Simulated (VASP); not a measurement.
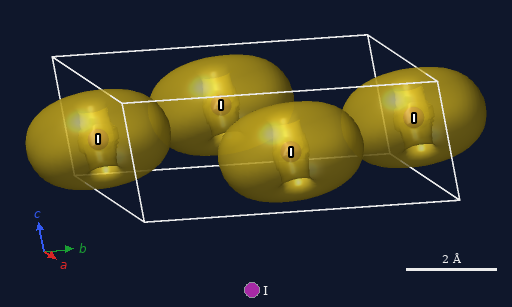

Figure. I. Isosurface of the ELF at 0.75 (yellow), seen slightly off an axis. Only the valence region is drawn (cores and ρ < 0.01 e/Å³ removed).

Space group C2/m; a structure from a database of computed crystals, not necessarily the ambient phase; computed pressure about 2 GPa in this cell.

Method: VASP, Kohn-Sham DFT of a periodic cell, RPBE, VASP PAW PBE potentials, recommended.

In a PAW calculation such maps are meaningful between the atoms, not at the nuclei.

```cif
data_structure
_symmetry_space_group_name_H-M 'P 1'
_symmetry_Int_Tables_number 1
_cell_length_a 5.0767
_cell_length_b 7.4132
_cell_length_c 2.8804
_cell_angle_alpha 90.000
_cell_angle_beta 124.244
_cell_angle_gamma 90.000
_cell_volume 89.61
loop_
_atom_site_label
_atom_site_type_symbol
_atom_site_fract_x
_atom_site_fract_y
_atom_site_fract_z
_atom_site_occupancy
I1 I 0.00000 0.50000 0.50000 1
I2 I 0.50000 0.00000 0.50000 1
```

Question: Describe the localisation domains.

Answer: The ELF exceeds this value in two regions wrapped around I (the valence shell of each), counted in one cell of 2 atoms. Regions shared between cells count once.

Values along the shortest contacts:
I–I (2.88 Å): the ELF is about 0.50 at the midpoint.
